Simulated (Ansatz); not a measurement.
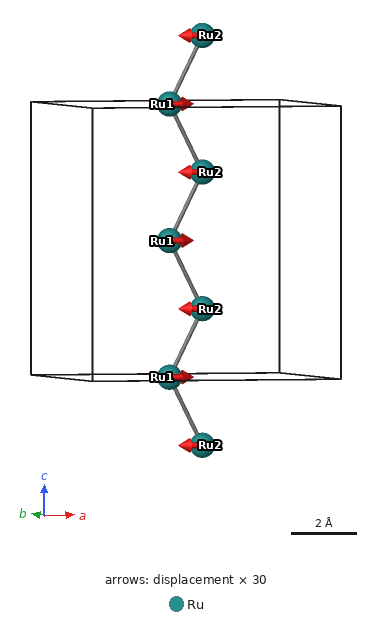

A relaxation of a wire of composition Ru. The starting structure is drawn; red arrows show the displacements (the part carried along by the change of the cell is left out), 30 times their true length.

Style: ball-and-stick. Shown: the 2 repeat of the cell, with the vacuum cut short, from a free direction.

Case: zigzag chain of atoms.

All numbers below come from DFT PBEsol, scalar-relativistic, plane waves, PAW in Ansatz.

Input file:
```yaml
crystal:
  lattice:
    - [10.1, 0.0, 0.0]
    - [0.0, 9.3, 0.0]
    - [0.0, 0.0, 4.2649058179]
  atoms:
    - { symbol: Ru, position: [0.4472165122, 0.5, 0.0], spin: 1.5 }
    - { symbol: Ru, position: [0.5527834878, 0.5, 0.5], spin: 1.5 }
basis:
  ecutwfc: 420
kpoints:
  mp_grid: { grid: [1, 1, 15] }
hamiltonian:
  xc: pbesol
scf:
  occupations: { method: gaussian, width: 0.05 }
output:
  forces: true
  stress: true
  eigenvalues: true
  populations: true
  write_density: true
  write_potential: true
  elf: true
  volumetric_format: npy
magnetization:
  spin_polarized: true
relax:
  adjacent_minimum: "off"
  f_tol: 0.01
  max_steps: 45
  cell: { fix: [a, b, alpha, beta, gamma], stress_tol: 0.03 }
```

Launched with:
```bash
ansatz run input.yaml --threads 2 --pin off --max-ram 5120MiB --backend cpu --events-out ev --progress --plain --runs-dir out
```

### What did the optimiser do to the structure, and how much energy did it gain?

After 6 accepted moves (8 points after the start) the energy has fallen by 1.002 eV per cell of the calculation. The largest force component goes from 2.7 to 0.0046 eV/Å. The line search rejected the trial step at point 6 of the run. The SCF was repeated once at an unchanged geometry on a basis and grid sized afresh for the cell, which shifted the energy by 2.3 meV per cell of the calculation at most. The largest moves relative to the layer's centre, 0.027 Å, are those of Ru1 and Ru2. Along the periodic axis the drawn cell goes c 8.530 → 7.595 Å (−11.0 %). Among the contacts that change: Ru1–Ru2 2.384 → 2.152 Å. Bond angles that change, for instance: Ru2–Ru1–Ru2 126.9° → 123.8°. The program noted that the starting moments weren't kept. The run took 2.1 min on 2 threads of Arm Neoverse N1 (shared host), peak memory 0.61 GiB.

Limits of the set-up: the k-point mesh is coarse for a cell with partly filled bands.
